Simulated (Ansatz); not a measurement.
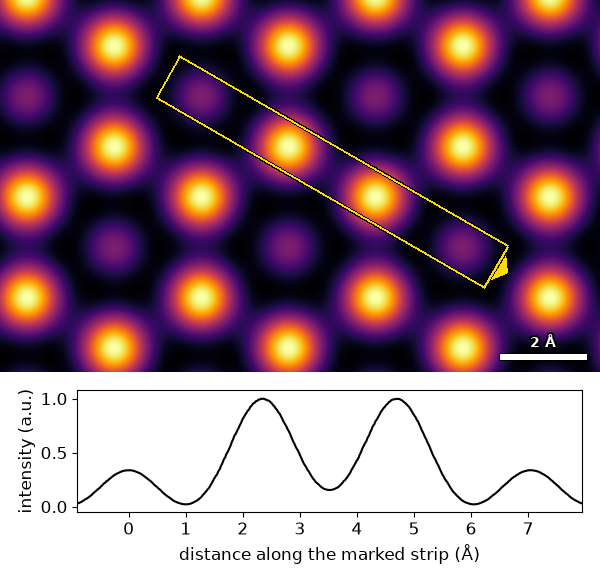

Integrated-DPC-like image of Ge (P-3m1, No. 164) along [001]. Simulated as the projected potential of neutral atoms (B = 0.3 Å²) blurred by a 1.20 Å probe, the thin-sample limit of integrated differential phase contrast. Model: the geometry relaxed with DFT PBE, scalar-relativistic, plane waves, PAW (Ansatz 0.2.0); the starting structure was generated, so it need not be a known form of this composition.

```cif
data_structure
_symmetry_space_group_name_H-M 'P-3m1'
_symmetry_Int_Tables_number 164
_cell_length_a 4.0675
_cell_length_b 4.0675
_cell_length_c 16.6658
_cell_angle_alpha 90.000
_cell_angle_beta 90.000
_cell_angle_gamma 120.000
_cell_volume 238.78
loop_
_atom_site_label
_atom_site_type_symbol
_atom_site_symmetry_multiplicity
_atom_site_Wyckoff_symbol
_atom_site_fract_x
_atom_site_fract_y
_atom_site_fract_z
_atom_site_occupancy
Ge1 Ge 2 d 0.33333 0.66667 0.82427 1
Ge2 Ge 2 d 0.33333 0.66667 0.97490 1
Ge3 Ge 2 d 0.33333 0.66667 0.22579 1
Ge4 Ge 2 d 0.33333 0.66667 0.37526 1
Ge5 Ge 2 c 0.00000 0.00000 0.42519 1
```

The curve is the intensity along the marked strip, in the direction of its arrowhead, with zero distance at the first column. Brightness is counted from the darkest point of the image.

Q: List the columns that the line crosses, with their positions.

A:
```tsv
position (Å)	atoms per repeat along the beam	height (% of the highest)
0.0	2 Ge	35
2.3	4 Ge	100
4.7	4 Ge	100
7.0	2 Ge	35
```
